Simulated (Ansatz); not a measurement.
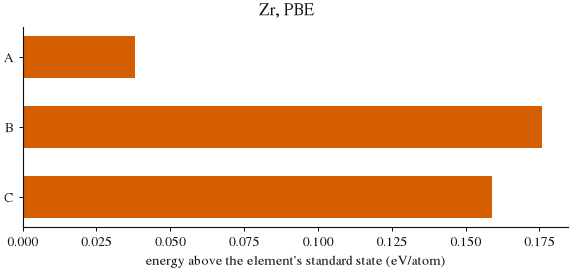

The plot gives the computed energy above the element's standard state of each starting structure type for Zr. The labels are replaced by letters. In alphabetical order the cases are: C type; O type; Sb type.

Calculation (Ansatz 0.2.0): a formula put on the sites of a structure type, uncorrected energy per atom over the elements' standard states (H N O F Cl as gases), plane-wave PAW DFT, cell and atoms relaxed at 0 K and 0 GPa, spin start parallel or as listed, metals to 4 meV/atom. Level: PBE, no spin polarisation.

```csv
setting,value
wave cutoff,420 eV
```

The names give the starting types; a cell can relax into another structure.

Which letter stands for which starting structure type?

A: Sb type (0.038 eV/atom); B: C type (0.176 eV/atom); C: O type (0.159 eV/atom).
